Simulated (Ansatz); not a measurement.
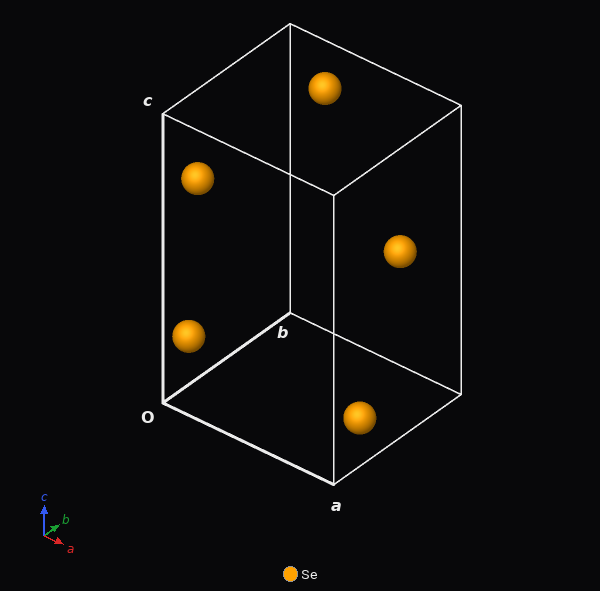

One unit cell is drawn above. Crystal: Se, the geometry relaxed at fixed volume with DFT HSE06, scalar-relativistic, plane waves, PAW in Ansatz. All values are computed from the atomic coordinates in the standard setting (tolerance 0.002 Å).

```xyz
3
Lattice="4.7753 0.0000 0.0000 -2.3876 4.1355 0.0000 0.0000 0.0000 4.8907" Properties=species:S:1:pos:R:3 pbc="T T T"
Se    0.9749    0.0000    4.0756
Se   -0.4875    0.8443    0.8151
Se    1.9002    3.2912    2.4453
```

**What is its point group?**

32 (D3), order 6, trigonal system: one threefold axis, three twofold axes.

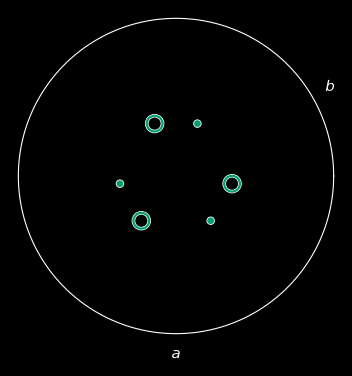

Stereographic projection: filled dots lie in the upper hemisphere, open rings in the lower. The poles are one general form. The c axis points at the viewer.

**What does this class allow?**

Class 32 is not centrosymmetric; not polar, but piezoelectricity is allowed; it has proper rotations alone, so the crystal is chiral. Its Laue class is -3m.
